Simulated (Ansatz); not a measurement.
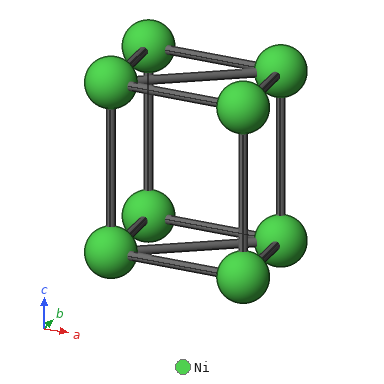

Crystal structure, ball-and-stick style, seen slightly off an axis. The frame is the conventional unit cell; atoms at its boundary are shown with their periodic copies.

Cell parameters: a = 2.37 Å, b = 2.37 Å, c = 2.31 Å, α = 90.00°, β = 90.00°, γ = 120.00°.

> How many atoms does the cell contain?

1 (nickel), counting shared atoms by their share.

> Which space group does it belong to?

P6/mmm (No. 191), with Ni on 1a.

> Structure type?

Simple hexagonal.

> What extended units do the bonds make?

The bonds build a three-dimensional framework.

The starting point was a textbook structure type filled with this element (whether it is the usual form wasn't checked). It is drawn as it came out of a relaxation with Ansatz, DFT PBEsol, scalar-relativistic, plane waves, PAW.
